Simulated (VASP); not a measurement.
# CdS: Born-charge calculation (part 2 of 2)

CdS (F-43m, 2 atoms in the cell); Kohn-Sham DFT of a periodic cell, PBE, VASP PAW PBE potentials, recommended, no spin polarisation (VASP 6.6.1); cutoff 520 eV, 6×6×6 k-mesh, Gaussian smearing of 0.02 eV. The structure derives from an entry of the Crystallography Open Database.

Geometry of the input (Å; fractional positions):
```
-0.0000  2.9689  2.9689
2.9689  -0.0000  2.9689
2.9689  2.9689  -0.0000
Cd 0.0000  -0.0000  1.0000
S  0.2500  0.2500  0.2500
```

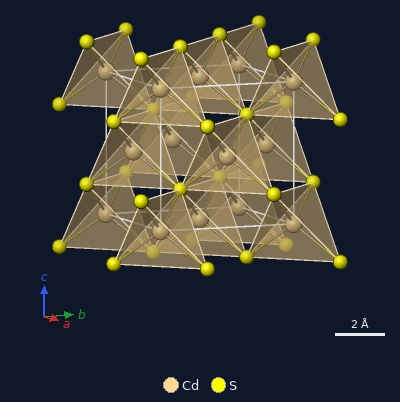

**Figure 1.** The structure as given in the input (polyhedral view of the cell 4 times as large as that of the calculation, set on its symmetry axes, seen slightly off an axis; polyhedra are completed across the faces of the cell). An atom can appear more than once, as a periodic image.

## Parts of OUTCAR, continued
```
 k-point     4 :       0.5000    0.0000    0.0000
  band No.  band energies     occupation
      1     -10.8051      2.00000
      2      -6.5748      2.00000
      3      -6.5748      2.00000
      4      -6.2367      2.00000
      5      -6.2367      2.00000
      6      -5.9340      2.00000
      7      -3.2152      2.00000
      8       0.1965      2.00000
      9       0.1965      2.00000
     10       3.8025      0.00000
     11       7.8763      0.00000
     12       7.8763      0.00000
     13       8.1861      0.00000

 k-point     5 :       0.1667    0.1667    0.0000
  band No.  band energies     occupation
      1     -11.0569      2.00000
      2      -6.6126      2.00000
      3      -6.6126      2.00000
      4      -6.6001      2.00000
      5      -6.2892      2.00000
      6      -6.2506      2.00000
      7      -0.5570      2.00000
      8       0.3869      2.00000
      9       0.3869      2.00000
     10       3.5102      0.00000
     11       6.3926      0.00000
     12       8.1470      0.00000
     13       8.1470      0.00000

 [... the levels of 10 k-points are left out ...]

 k-point    16 :      -0.3333    0.5000    0.1667
  band No.  band energies     occupation
      1     -10.6896      2.00000
      2      -6.4747      2.00000
      3      -6.4463      2.00000
      4      -6.3338      2.00000
      5      -6.2322      2.00000
      6      -5.7563      2.00000
      7      -2.7974      2.00000
      8      -1.0851      2.00000
      9      -1.0583      2.00000
     10       5.6323      0.00000
     11       5.8053      0.00000
     12       8.9313      0.00000
     13       9.2143      0.00000

  FORCE on cell =-STRESS in cart. coord.  units (eV):
  Direction    XX          YY          ZZ          XY          YZ          ZX
  --------------------------------------------------------------------------------------
  -------------------------------------------------------------------------------------
  Total       -0.0023337     -0.0023337     -0.0023337     -0.0000000      0.0000000      0.0000000
  in kB       -0.0714367     -0.0714367     -0.0714367     -0.0000000      0.0000000      0.0000000
  external PRESSURE =      -0.0714367 kB  Pullay stress =       0.0000000 kB

 VOLUME and BASIS-vectors are now :
 -----------------------------------------------------------------------------
  energy-cutoff  :      520.00
  volume of cell :       52.34
      direct lattice vectors                 reciprocal lattice vectors
     0.000000000  2.968919810  2.968919810    -0.168411420  0.168411420  0.168411420
     2.968919810  0.000000000  2.968919810     0.168411420 -0.168411420  0.168411420
     2.968919810  2.968919810  0.000000000     0.168411420  0.168411420 -0.168411420

 POSITION                                       TOTAL-FORCE (eV/Angst)
 -----------------------------------------------------------------------------------
      0.00000      0.00000      0.00000        -0.000000      0.000000      0.000000
      1.48446      1.48446      1.48446         0.000000     -0.000000      0.000000
 -----------------------------------------------------------------------------------
    total drift:                               -0.000000     -0.000000     -0.000000

  FREE ENERGIE OF THE ION-ELECTRON SYSTEM (eV)
  ---------------------------------------------------
  free  energy   TOTEN  =        -6.1453929091 eV

  energy  without entropy=       -6.1453929091  energy(sigma->0) =       -6.14539291

 HEAD OF MICROSCOPIC STATIC DIELECTRIC TENSOR (INDEPENDENT PARTICLE, excluding Hartree and local field effects)
 ------------------------------------------------------
           8.032542     0.000000    -0.000000
           0.000000     8.032542    -0.000000
          -0.000000     0.000000     8.032542
 ------------------------------------------------------

 Free energy of the ion-electron system (eV)
  ---------------------------------------------------
  ---------------------------------------------------
  free energy    TOTEN  =        -1.04667335 eV

  energy without entropy =       -1.04667335

------------------------ aborting loop because EDIFF is reached ----------------------------------------

--------------------------------------- Ionic step        2  -------------------------------------------

------------------------ aborting loop because EDIFF is reached ----------------------------------------

--------------------------------------- Ionic step        3  -------------------------------------------

------------------------ aborting loop because EDIFF is reached ----------------------------------------

 PIEZOELECTRIC TENSOR FIELD DIRECTION 3  (e Angst)
 -----------------------------------------------------------------------------
    -0.00045 -2.22859  0.00000           (  0.00000  0.03562  0.00000)
    -2.22859 -0.00045  0.00000           (  0.03562  0.00000  0.00000)
     0.00000  0.00000 -0.00057           (  0.00000  0.00000 -0.00000)

 PIEZOELECTRIC TENSOR FIELD DIRECTION 3  (C/m^2)
 -----------------------------------------------------------------------------
    -0.00014 -0.68220  0.00000
    -0.68220 -0.00014  0.00000
     0.00000  0.00000 -0.00017

--------------------------------------- Ionic step        4  -------------------------------------------

------------------------ aborting loop because EDIFF is reached ----------------------------------------

[... ionic steps 5 to 6 ...]

--------------------------------------- Ionic step        7  -------------------------------------------

 Free energy of the ion-electron system (eV)
  ---------------------------------------------------
  ---------------------------------------------------
  free energy    TOTEN  =        -0.10794488 eV

  energy without entropy =       -0.10794488

------------------------ aborting loop because EDIFF is reached ----------------------------------------

 INTERNAL STRAIN TENSOR  FOR ION    2  DIRECTION 1   (eV/Angst):
 -----------------------------------------------------------------------------
     0.01262  0.00000  0.00000
     0.00000 -0.00233 -5.14196
     0.00000 -5.14196 -0.00233

 MACROSCOPIC STATIC DIELECTRIC TENSOR (including local field effects in DFT)
 ------------------------------------------------------
           7.743826     0.000000     0.000000
           0.000000     7.743826     0.000000
          -0.000000    -0.000000     7.743826
 ------------------------------------------------------

 PIEZOELECTRIC TENSOR (including local field effects)  for field in x, y, z        (e  Angst)
          XX          YY          ZZ          XY          YZ          ZX
  --------------------------------------------------------------------------------
  x     0.00000     0.00000     0.00000     0.00000    -2.24942     0.00000
  y    -0.00000     0.00000    -0.00000     0.00000     0.00000    -2.24942
  z    -0.00000     0.00000     0.00000    -2.24942     0.00000     0.00000

 PIEZOELECTRIC TENSOR (including local field effects)  for field in x, y, z        (C/m^2)
          XX          YY          ZZ          XY          YZ          ZX
  --------------------------------------------------------------------------------
  x     0.00000     0.00000     0.00000     0.00000    -0.68858     0.00000
  y    -0.00000     0.00000    -0.00000     0.00000     0.00000    -0.68858
  z    -0.00000     0.00000     0.00000    -0.68858     0.00000     0.00000

 BORN EFFECTIVE CHARGES (including local field effects) (in |e|, cummulative output)
 ---------------------------------------------------------------------------------
 ion    1
    1     2.34102    -0.00000    -0.00000
    2     0.00000     2.34102    -0.00000
    3     0.00000     0.00000     2.34102
 ion    2
    1    -2.34102     0.00000     0.00000
    2    -0.00000    -2.34102     0.00000
    3    -0.00000    -0.00000    -2.34102

 INTERNAL STRAIN TENSOR FOR ION    2 for displacements in x,y,z  (eV/Angst):
          X           Y           Z          XY          YZ          ZX
  --------------------------------------------------------------------------------
  x    -0.00000     0.00000     0.00000     0.00000    -5.14196     0.00000
  y    -0.00000    -0.00000    -0.00000     0.00000     0.00000    -5.14196
  z     0.00000     0.00000    -0.00000    -5.14196     0.00000     0.00000

 SECOND DERIVATIVES (NOT SYMMETRIZED)
 ------------------------------------
               1X          1Y          1Z          2X          2Y          2Z
  1X    -4.304182    0.000000    0.000000    4.304182    0.000000    0.000000
  1Y     0.000000   -4.304182    0.000000    0.000000    4.304182    0.000000
  1Z     0.000000    0.000000   -4.304182    0.000000    0.000000    4.304182
  2X     4.303518    0.000000    0.000000   -4.303518    0.000000    0.000000
  2Y     0.000000    4.303518    0.000000    0.000000   -4.303518    0.000000
  2Z     0.000000    0.000000    4.303518    0.000000    0.000000   -4.303518

 Eigenvectors and eigenvalues of the dynamical matrix
 ----------------------------------------------------

   1 f  =    6.492957 THz    40.796454 2PiTHz  216.581741 cm-1    26.852701 meV
             X         Y         Z           dx          dy          dz
      0.000000  0.000000  0.000000    -0.471139    0.000000    0.000000
      1.484460  1.484460  1.484460     0.882059    0.000000    0.000000

   2 f  =    6.492957 THz    40.796454 2PiTHz  216.581741 cm-1    26.852701 meV
             X         Y         Z           dx          dy          dz
      0.000000  0.000000  0.000000     0.000000   -0.471139    0.000000
      1.484460  1.484460  1.484460     0.000000    0.882059    0.000000

   3 f  =    6.492957 THz    40.796454 2PiTHz  216.581741 cm-1    26.852701 meV
             X         Y         Z           dx          dy          dz
      0.000000  0.000000  0.000000     0.000000    0.000000   -0.471139
      1.484460  1.484460  1.484460     0.000000    0.000000    0.882059

   4 f/i=    0.000208 THz     0.001308 2PiTHz    0.006946 cm-1     0.000861 meV
             X         Y         Z           dx          dy          dz
      0.000000  0.000000  0.000000    -0.882059    0.000000    0.000000
      1.484460  1.484460  1.484460    -0.471139    0.000000    0.000000

   5 f/i=    0.000208 THz     0.001308 2PiTHz    0.006946 cm-1     0.000861 meV
             X         Y         Z           dx          dy          dz
      0.000000  0.000000  0.000000     0.000000    0.882059    0.000000
      1.484460  1.484460  1.484460     0.000000    0.471139    0.000000

   6 f/i=    0.000208 THz     0.001308 2PiTHz    0.006946 cm-1     0.000861 meV
             X         Y         Z           dx          dy          dz
      0.000000  0.000000  0.000000     0.000000    0.000000    0.882059
      1.484460  1.484460  1.484460     0.000000    0.000000    0.471139

--------------------------------------------------------------------------------------------------------

 MACROSCOPIC STATIC DIELECTRIC TENSOR IONIC CONTRIBUTION
 ------------------------------------------------------
           4.402456     0.000000     0.000000
           0.000000     4.402456    -0.000000
           0.000000    -0.000000     4.402456
 ------------------------------------------------------

 ELASTIC MODULI CONTR FROM IONIC RELAXATION (kBar)
 Direction    XX          YY          ZZ          XY          YZ          ZX
 --------------------------------------------------------------------------------
 XX          -0.0000     -0.0000      0.0000      0.0000     -0.0000     -0.0000
 YY          -0.0000     -0.0000     -0.0000      0.0000      0.0000     -0.0000
 ZZ           0.0000     -0.0000     -0.0000     -0.0000      0.0000     -0.0000
 XY           0.0000      0.0000     -0.0000   -191.6631      0.0000      0.0000
 YZ          -0.0000      0.0000      0.0000      0.0000   -191.6631      0.0000
 ZX          -0.0000     -0.0000     -0.0000      0.0000      0.0000   -191.6631
 --------------------------------------------------------------------------------

 PIEZOELECTRIC TENSOR IONIC CONTR  for field in x, y, z        (C/m^2)
          XX          YY          ZZ          XY          YZ          ZX
  --------------------------------------------------------------------------------
  x     0.00000    -0.00000    -0.00000    -0.00000     0.86435    -0.00000
  y     0.00000     0.00000     0.00000    -0.00000     0.00000     0.86435
  z    -0.00000    -0.00000     0.00000     0.86435     0.00000     0.00000
```

## CONTCAR
```
CdS
   1.00000000000000
     0.0000000000000000    2.9689198101000001    2.9689198101000001
     2.9689198101000001    0.0000000000000000    2.9689198101000001
     2.9689198101000001    2.9689198101000001    0.0000000000000000
  Cd              S
     1     1
Direct
     0.0000000000000000    0.0000000000000000    0.0000000000000000
     0.2500000000000000    0.2500000000000000    0.2500000000000000

  0.00000000E+00  0.00000000E+00  0.00000000E+00
  0.00000000E+00  0.00000000E+00  0.00000000E+00
```
